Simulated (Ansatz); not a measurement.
# AlN: what the fields show

Input

```
crystal:
  lattice:
    - [3.1066984497, 0.0, 0.0]
    - [-1.5533492249, 2.6904797793, 0.0]
    - [0.1493569038, 0.0, 4.9785634599]
  atoms:
    - { symbol: Al, position: [0.6658724257, 0.333343382, 0.499215112] }
    - { symbol: Al, position: [0.3325290438, 0.666656618, 0.999215112] }
    - { symbol: "N", position: [0.6674387482, 0.3332789659, 0.880784888] }
    - { symbol: "N", position: [0.3341597823, 0.6667210341, 0.380784888] }
basis:
  ecutwfc: 500
kpoints:
  mp_grid: { grid: [9, 9, 6] }
hamiltonian:
  xc: r2scan
scf:
  occupations: { method: gaussian, width: 0.02 }
output:
  forces: true
  stress: true
  eigenvalues: true
  write_density: true
  write_potential: true
  elf: true
  volumetric_format: npy
relax:
  adjacent_minimum: "off"
  f_tol: 0.008
  max_steps: 40
```

Launched as:

```sh
ansatz run input.yaml --threads 1 --pin off --max-ram 2560MiB --backend cpu --events-out ev --progress --plain --runs-dir out
```

Below, planes, directions and counts refer to the conventional cell (a = 3.11 Å, b = 5.38 Å, c = 4.98 Å, α = 90.00°, β = 91.72°, γ = 90.00°).

The fields are those of the relaxed geometry.

Space group Cc; a structure from a database of computed crystals, not necessarily the ambient phase.

The calculation used Ansatz, DFT r2SCAN, scalar-relativistic, plane waves, PAW.

The density is the valence pseudo-density of a PAW calculation; it isn't the true density close to the nuclei.

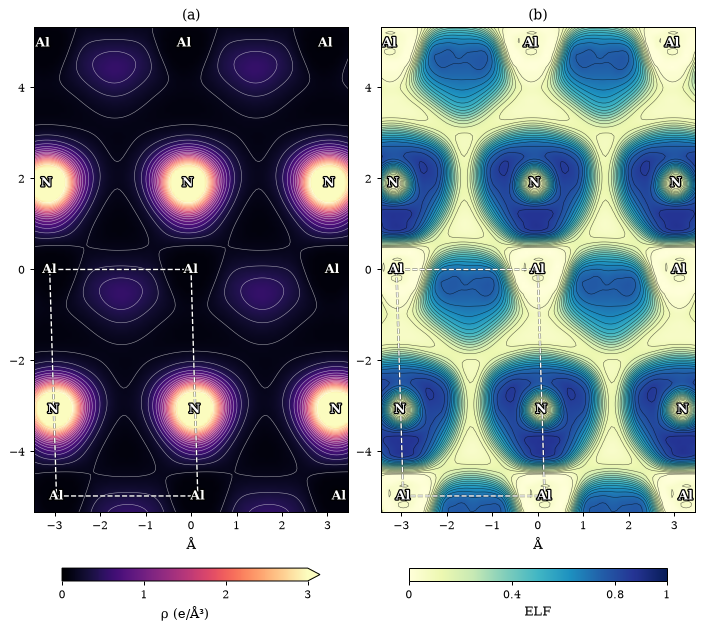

Figure 1. (a) valence charge density (pseudo); (b) ELF on the (010) plane of the conventional cell.

Question: What does the map show?

Answer: Atoms in the plane: Al and N.
Atoms just off the plane (Al, 0.9 Å away and N, 0.9 Å away) can leave unmarked features too.
Al–N (1.90 Å): ρ is about 0.68 e/Å³ halfway; the ELF peaks at about 0.90 between the atoms; a polar covalent bond.
Between the atoms the lowest density in this plane is 0.07 e/Å³.

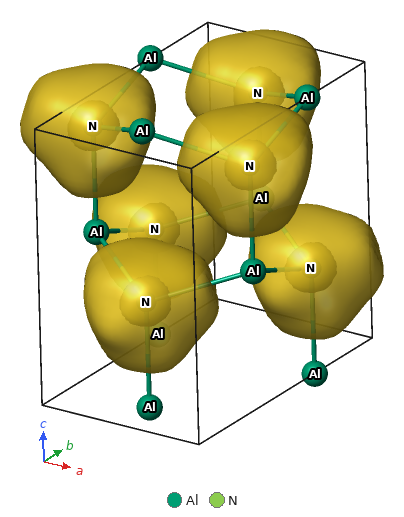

Figure 2. Isosurface of the electron localisation function at 0.65 (yellow), seen at an oblique angle. Only the valence region is drawn (cores and ρ < 0.01 e/Å³ removed). Sticks mark near contacts.

Question: Describe the localisation domains.

Answer: The surface consists of four regions on N in which the atom's valence shell and bonds are merged, counted in one cell of 8 atoms. Regions shared between cells count once.


Al–N (1.88 Å): the ELF peaks at about 0.90 between the atoms: a polar covalent bond.

Question: Metal or insulator at this level of theory?

Answer: It is gapped, with a Kohn–Sham gap of 4.8 eV on the k-point mesh, an upper bound to the gap of this method.
